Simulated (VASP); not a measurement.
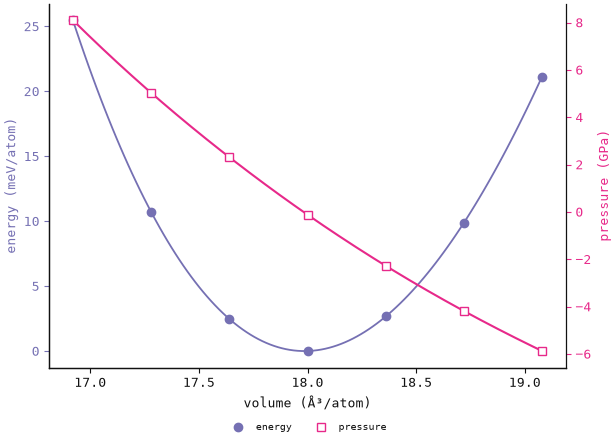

The picture above shows the energy and pressure against volume for Al₂Au, space group Fm-3m (No. 225).

Structure:
```cif
data_structure
_symmetry_space_group_name_H-M 'P 1'
_symmetry_Int_Tables_number 1
_cell_length_a 4.2426
_cell_length_b 4.2426
_cell_length_c 4.2426
_cell_angle_alpha 60.000
_cell_angle_beta 60.000
_cell_angle_gamma 60.000
_cell_volume 54.00
loop_
_atom_site_label
_atom_site_type_symbol
_atom_site_fract_x
_atom_site_fract_y
_atom_site_fract_z
_atom_site_occupancy
Au1 Au 0.00000 0.00000 0.00000 1
Al1 Al 0.75000 0.75000 0.75000 1
Al2 Al 0.25000 0.25000 0.25000 1
```

How it was computed, with VASP 6.6.1: plane-wave DFT, no spin polarisation; energies at scaled volumes of the given cell, shape and fractions fixed, counted from the fit's minimum, third-order Birch-Murnaghan fit. Level: PBEsol.

k mesh 8×8×8; occupations Fermi–Dirac; smearing width 0.05 eV; potentials VASP PAW PBE potentials, recommended; wave cutoff 520 eV.

What equilibrium volume and bulk modulus follow from the curve?

Answer. A third-order Birch–Murnaghan fit gives V0 = 17.99 Å³/atom, B0 = 114 GPa and B′ = 4.9.

What does the pressure do across the range?

Answer. It falls from 8.10 GPa at volume 16.92 Å³/atom to −5.88 GPa at 19.08 Å³/atom, and changes sign near 17.98 Å³/atom.

Limits of the calculation: spin-orbit coupling left out, heavy elements.
